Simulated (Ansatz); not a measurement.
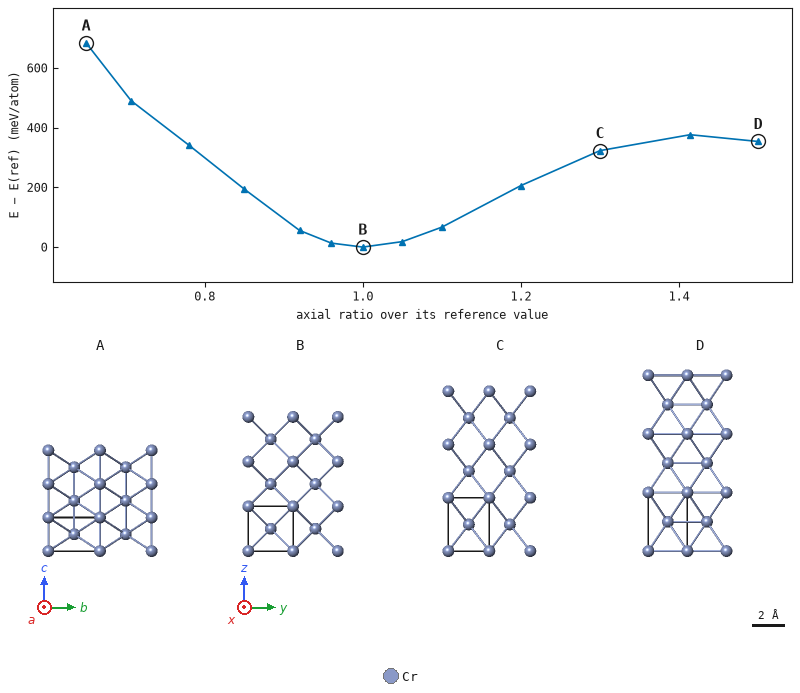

A crystal of Cr (Im-3m): the ratio of the cell's length along z to its lengths across, counted as 1 for the reference, is changed at fixed volume (a tetragonal or Bain path), with the atoms kept at their fractional coordinates. x, y and z are the Cartesian axes of the input. The lettered frames are marked on the plot. The picture is a ball-and-stick view of the conventional cell (2 times the calculation's cell), repeated 2 × 2 × 3 with one cell outlined, seen along the a axis. Lengths and directions refer to the drawn axes.

Level of theory: Ansatz 0.2.0, DFT PBE, scalar-relativistic, plane waves, PAW. (plane-wave cutoff 420 eV; k-point mesh 26 × 26 × 26; occupations gaussian; smearing width 0.15 eV; no spin polarisation). Energies (free energies at the smearing named) are counted from the cell as listed in its source, which wasn't relaxed.

> Read off the main features of the energy profile.

Of the computed points the lowest is at the relative ratio 1.00, 0 meV/atom. A local maximum lies at 1.414 (376 meV/atom). The end points stand at 684 meV/atom (0.65) and 354 meV/atom (1.50). The unrelaxed reference is under a pressure of −8.9 GPa. The distortion takes the space group from Im-3m to I4/mmm, except for Fm-3m at 1.414. At the relative ratio 1.50 the cell of the drawing goes a 2.884 → 2.519 Å, b 2.884 → 2.519 Å, c 2.884 → 3.779 Å.

Limits of the set-up: an element that often carries a moment was run without spin polarisation.
